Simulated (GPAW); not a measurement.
# linear Cr chain, spacing 2.497 A: which magnetic order is lowest, part 2 of 2

Wanted: the moments of linear Cr chain, spacing 2.497 A and the energy of each order that was tried.

GPAW 26.7.0; RPBE; plane waves with GPAW's PAW setups, scalar-relativistic.

So far. Step 2 (Start 1: ferro +): After 44 cycles the largest moment stands at 3.91 μB.

## (3) Run 2 (antiferro q=(0,0,1/2) +-) (continued)

Spin moment in the augmentation sphere by atom:

| atom | spin moment in the augmentation sphere (μB) |
| --- | --- |
| Cr1 | 3.77 |
| Cr2 | -3.77 |

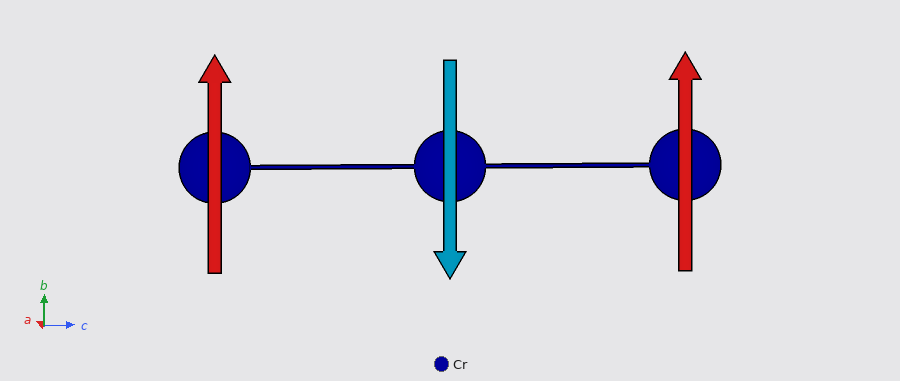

Spin moment in the augmentation sphere as arrows, the longest 3.77 μB. Up and down stand for the sign. Arrows give size and sign along the axis of quantisation, drawn up and down the page. The two directions have two colours. Some periodic images of atoms are drawn too.

This step gave:

* magnetization: 0 μB
* final state: antiferromagnetic

It lies 480 meV a seeded atom under the first start, and its largest moment is 3.77 μB against 3.91 μB.

## (4) Run 3 (no spin polarisation)

This run holds no moments, which gives a state to set the others against.

nospin.py reads:

```python
import json
import numpy as np
from ase import Atoms
from ase.parallel import paropen, parprint
from gpaw import GPAW

atoms = Atoms(['Cr'],
    cell=[[12.0, 0.0, 0.0],
         [0.0, 12.0, 0.0],
         [0.0, 0.0, 2.497]],
    scaled_positions=[[0.5, 0.5, 0.0]],
    pbc=True)
atoms.calc = GPAW(mode={'name': 'pw', 'ecut': 660.0},
    xc='RPBE',
    kpts={'size': (1, 1, 12), 'gamma': True},
    occupations={'name': 'fermi-dirac', 'width': 0.1},
    convergence={'density': 1e-05, 'energy': 1e-05},
    maxiter=200,
    mixer={'name': 'pulay', 'beta': 0.02, 'nmaxold': 8, 'weight': 100},
    symmetry={'tolerance': 1e-4},
    txt='nospin.txt')
e = atoms.get_potential_energy(force_consistent=True)
res = {'free_energy': e, 'energy_sigma0': atoms.get_potential_energy(), 'fermi_energy': atoms.calc.get_fermi_level()}
parprint(f'free energy: {e:.6f} eV')
atoms.calc.write('nospin.gpw')
with paropen('results.json', 'w') as f:
    json.dump(res, f)
```

Started as:

```
> OMP_NUM_THREADS=1 python3 nospin.py > nospin.log
```

Numbers of over 12 decimals in the logs are rounded to 6 here.

The program printed:

```text
free energy: -4.019486 eV

--- nospin.txt ---
Input parameters:
  mode=PW(ecut=660.0),
  convergence={'density': 1e-05, 'energy': 1e-05},
  kpts=MonkhorstPack(size=(1, 1, 12), gamma=True),
  maxiter=200,
  mixer=Pulay(name='pulay', nmaxold=8, beta=0.02, weight=100, sigma=0.015, g_ss=None),
  occupations=Occupations(name='fermi-dirac', width=0.1),
  symmetry=Symmetry(tolerance=0.0001),
  xc=XC(name='RPBE')

[...]
| band index |      eig [eV] | occ [0-2] |
|------------|---------------|-----------|
|          0 |        -6.270 |     2.000 |
|          1 |        -4.234 |     1.998 |
|          2 |        -3.816 |     1.850 |
|          3 |        -3.816 |     1.850 |
|          4 |        -2.116 |     0.000 |
|          5 |        -2.116 |     0.000 |
|          6 |        -1.804 |     0.000 |
|          7 |        -1.804 |     0.000 |

No gap
No difference between direct/indirect transitions


[key lines of the parts left out:]
Free energy:      -4.019486
Converged in 29 steps
dipole moment: (0.000065, 0.000065, -5.990316)  # |e|*Ang
Fermi level: -3.564
```

Wall time 12 s (1 MPI rank of AMD EPYC 9R45, shared host); peak memory 0.27 GiB.

This step gave:

* final state: non-magnetic (no spin polarisation)

It lies 1863 meV a seeded atom over the first start.

## (5) A faulty input

An input with a fault is tried, to see how the program answers.

run.py reads:

```python
import json
import numpy as np
from ase import Atoms
from ase.parallel import paropen, parprint
from gpaw import GPAW

atoms = Atoms(['Cr'],
    cell=[[12.0, 0.0, 0.0],
         [0.0, 12.0, 0.0],
         [0.0, 0.0, 2.497]],
    scaled_positions=[[0.5, 0.5, 0.0]],
    pbc=True,
    magmoms=[2.5])
atoms.calc = GPAW(mode={'name': 'pw', 'ecut': 660.0},
    xc='RPBE',
    kpts={'size': (0, 1, 12), 'gamma': True},
    occupations={'name': 'fermi-dirac', 'width': 0.1},
    convergence={'density': 1e-05, 'energy': 1e-05},
    maxiter=60,
    mixer={'name': 'pulay', 'beta': 0.02, 'nmaxold': 8, 'weight': 100},
    symmetry={'tolerance': 1e-4},
    txt='run.txt')
e = atoms.get_potential_energy(force_consistent=True)
res = {'free_energy': e, 'energy_sigma0': atoms.get_potential_energy(), 'fermi_energy': atoms.calc.get_fermi_level()}
res['moments'] = atoms.get_magnetic_moments().tolist()
res['total'] = atoms.get_magnetic_moment()
parprint('site moments (muB):', np.round(res['moments'], 3))
parprint(f"total moment: {res['total']:.3f} muB")
parprint(f'free energy: {e:.6f} eV')
atoms.calc.write('run.gpw')
with paropen('results.json', 'w') as f:
    json.dump(res, f)
```

Started as:

```
> OMP_NUM_THREADS=1 python3 run.py > run.log
```

The program printed:

```text
ZeroDivisionError: float division by zero

--- run.txt ---
Input parameters:
  mode=PW(ecut=660.0),
  convergence={'density': 1e-05, 'energy': 1e-05},
  kpts=MonkhorstPack(size=(0, 1, 12), gamma=True),
  maxiter=60,
  mixer=Pulay(name='pulay', nmaxold=8, beta=0.02, weight=100, sigma=0.015, g_ss=None),
  occupations=Occupations(name='fermi-dirac', width=0.1),
  symmetry=Symmetry(tolerance=0.0001),
  xc=XC(name='RPBE')
```

Run time: 1 s. Hardware: 1 MPI rank; peak memory 0.11 GiB.

The program refused the input before any cycle.

The program's message: “ZeroDivisionError: float division by zero”

The fault put into the input: a mesh with a zero.

Each count of the mesh must be at least 1.

## (6) Energies of the orders

These are free energies at a smearing of 0.1 eV, so its entropy term is in the differences. They are divided by the number of seeded atoms, so that cells of unlike size compare. Wavevectors q in the names are fractions of the reciprocal vectors of the first run's cell.

Orders:

| start | final state | typed order kept | energy over the lowest (meV a seeded atom) | largest site moment (μB) | net moment (μB a primitive cell) | mesh matched | CPU time (s) |
| --- | --- | --- | --- | --- | --- | --- | --- |
| ferro + | ferromagnetic | yes | 479.7 | 3.911 | 5.155 | yes | 30.31 |
| antiferro q=(0,0,1/2) +- | antiferromagnetic | yes | 0 | 3.766 | 0 | yes | 61.13 |
| no spin polarisation | non-magnetic | - | 2343 | 0 | 0 | yes | 11.9 |

## (7) Outcome

```json
{
 "lowest state found": "antiferromagnetic (typed antiferro q=(0,0,1/2) +-)",
 "largest site moment": "3.77 μB",
 "next state": "ferromagnetic, 480 meV a seeded atom higher",
 "energy gained by spin polarisation": "2343 meV a seeded atom"
}
```

What this shows: The lowest state found is antiferromagnetic, reached from the start antiferro q=(0,0,1/2) +-, with moments up to 3.77 μB. The next state costs 480 meV a seeded atom. This is the lowest of 3 finished starts, no proof of the ground state.

[Logs and program files are shortened in this print: banners, set-up blocks, solver, clock and traceback lines can be left out without a mark of their own.]

[Logs are printed without paths, hosts, clocks, repeated set-up lines and the standing remarks that a program may print on its own settings, such as how far it seeks lower states.]

[Hosts, paths, dates, database ids (printed as entryN), source tags and the programs' standing remarks are cut or masked in the printed files.]

[Where a cell is said to come from a database of computed structures, the database is the Materials Project.]
